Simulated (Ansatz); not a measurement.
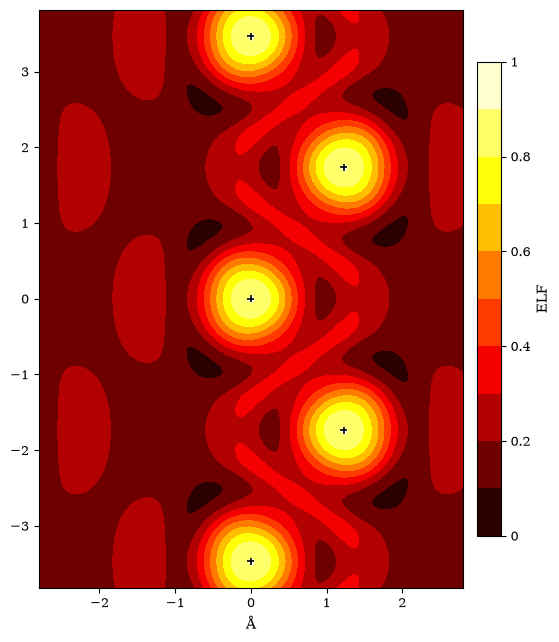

The electron localisation function on a plane through atoms (crosses mark nuclei in the plane).

Computed with Ansatz, DFT, revPBE, plane waves (420 eV) with PAW, scalar-relativistic.

Candidates:
A. Se, a = 2.98 Å, b = 13.79 Å, c = 4.81 Å, α = 90.00°, β = 90.60°, γ = 90.00°. Space group C2/c; set up as Se, beta-Sn type; a generated structure, not necessarily the stable one; changed on purpose from its base cell (volume × 1.12); computed pressure about −3 GPa in this cell.
B. Fe, a = 4.91 Å, b = 4.91 Å, c = 4.91 Å, α = 90.00°, β = 90.00°, γ = 90.00°. Space group Fd-3m; set up as Fe, diamond; a generated structure, not necessarily the stable one; computed without spin polarisation.
C. W, a = 2.89 Å, b = 2.89 Å, c = 5.16 Å, α = 90.00°, β = 90.00°, γ = 120.00°. Space group P6₃/mmc; set up as W, hcp; a generated structure, not necessarily the stable one; changed on purpose from its base cell (volume × 1.12); computed pressure about −24 GPa in this cell.

### Which candidate gave the map?

Candidate B: Fe on the (101) plane of the conventional cell, which holds Fe. Fe–Fe (2.12 Å): the ELF is about 0.30 at the midpoint.
